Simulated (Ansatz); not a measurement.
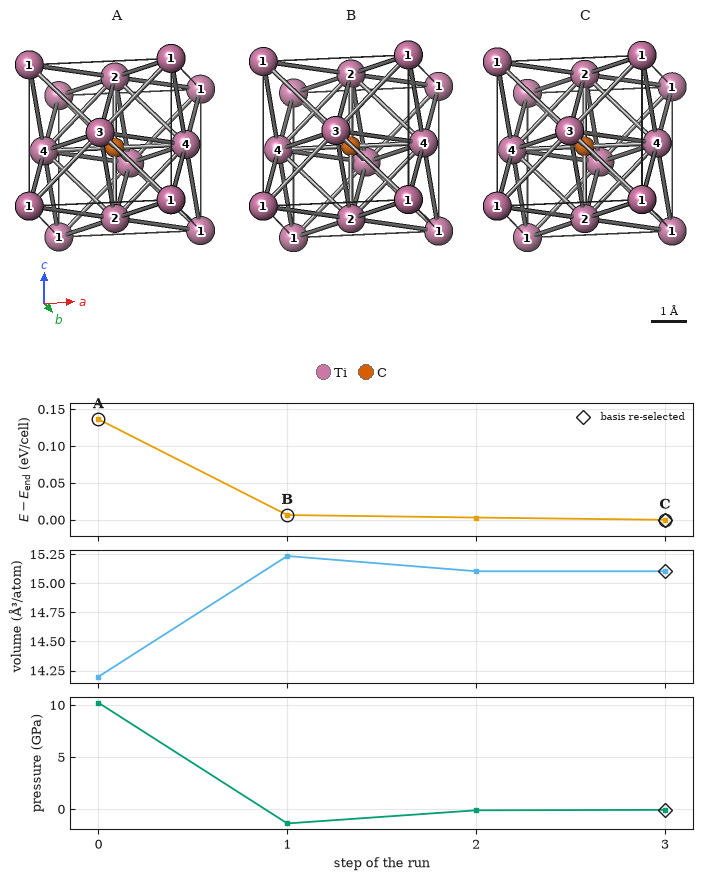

Frames of a relaxation of solid Ti$_{4}$C (a generated structure, set up in Pm-3m) (coarse preliminary run), marked on the history of the run. Style: ball-and-stick. Shown: the cell of the calculation, from a free direction.

Level of theory: DFT PBE, scalar-relativistic, plane waves, PAW (Ansatz).

Input
```yaml
crystal:
  lattice:
    - [4.14053545, 0.0, 0.0]
    - [0.0, 4.14053545, 0.0]
    - [0.0, 0.0, 4.14053545]
  atoms:
    - { symbol: Ti, position: [0.0, 0.0, 0.0] }
    - { symbol: Ti, position: [0.5, 0.5, 0.0] }
    - { symbol: Ti, position: [0.5, 0.0, 0.5] }
    - { symbol: Ti, position: [0.0, 0.5, 0.5] }
    - { symbol: C, position: [0.5, 0.5, 0.5] }
basis:
  ecutwfc: 420
kpoints:
  mp_grid: { grid: [4, 4, 4] }
hamiltonian:
  xc: pbe
scf:
  occupations: { method: gaussian, width: 0.1 }
  lower_state_search: "off"
output:
  forces: true
  stress: true
  eigenvalues: true
relax:
  adjacent_minimum: "off"
  f_tol: 0.04
  max_steps: 70
  cell: { stress_tol: 0.4 }
```

Command:
```bash
ansatz run input.yaml --threads 1 --pin off --max-ram 2560MiB --backend cpu --events-out ev --progress --plain --runs-dir out
```

### Describe the path.

No atom moves by more than 0.005 Å relative to the cell. The volume changes by +6.4 %, with a = b = c 4.141 → 4.227 Å (+2.1 %). Some distances before and after: Ti1–Ti2 2.928 → 2.989 Å, Ti2–C5 2.070 → 2.113 Å. The space group stays Pm-3m (No. 221). Over 2 accepted moves (3 points after the start) the energy falls by 0.136 eV per cell of the calculation. All forces vanish by symmetry, so only the cell relaxes. Pressure: 10.22 GPa at the start and −0.07 GPa at the end. The SCF was repeated once at an unchanged geometry on a basis and grid sized afresh for the cell, which shifted the energy by 3.1 meV per cell of the calculation at most. Cost: 11 s on 1 thread of Intel(R) Xeon(R) Processor @ 2.70GHz (shared host), peak memory 0.37 GiB. From step 0 to 1: volume +7.3 %, energy −0.130 eV per cell of the calculation. From step 1 to 3: volume −0.9 %, energy −6.5 meV per cell of the calculation.

Limits of the set-up: the k-point mesh is coarse for a cell with partly filled bands.
